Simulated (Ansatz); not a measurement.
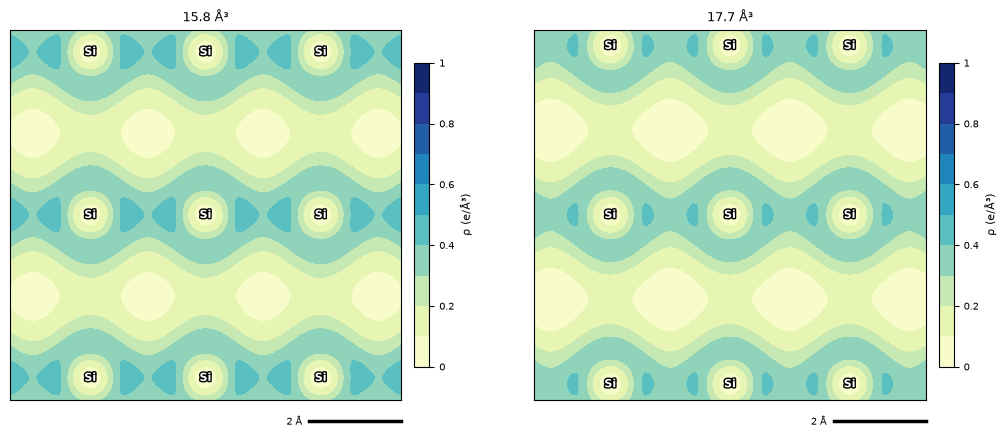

Si. The valence electron density of cells scaled evenly to different volumes (given per atom above each panel), on the (011) plane of each (indices in the axes of the cell below), at one length scale and on one colour scale.

A generated structure, not necessarily the stable one.

Computed with DFT, PBEsol, plane waves (420 eV) with PAW, scalar-relativistic in Ansatz 0.2.0.

Core electrons are frozen (PAW), and the valence fields are smoothed inside the atomic spheres.

The largest cell:

```
Si
1.0
     2.60744    0.00000    0.00000
     0.00000    2.60744    0.00000
     0.00000    0.00000    2.60744
Si
1
Direct
  0.00000 0.00000 0.00000
```

| volume (Å³/atom) | Si–Si contact in the plane (Å) | ρ at its midpoint (e/Å³) | pressure (GPa) | 
| --- | --- | --- | --- |
| 15.83 | 2.511 | 0.396 | 0.4 | 
| 16.46 | 2.544 | ? | ? | 
| 17.73 | 2.607 | 0.346 | −9.3 | 

Q: Estimate the missing row, and compare with the calculation.

A: Over the known rows ln ρ falls by 1.41 per Å of Si–Si distance (the line through the two), which gives 0.378 e/Å³ at 2.544 Å; the calculation gives 0.378 e/Å³. For the pressure, a straight line in volume between the neighbouring rows gives −2.8 GPa; the calculation gives −3.6, lower because pressure rises ever faster on compression.
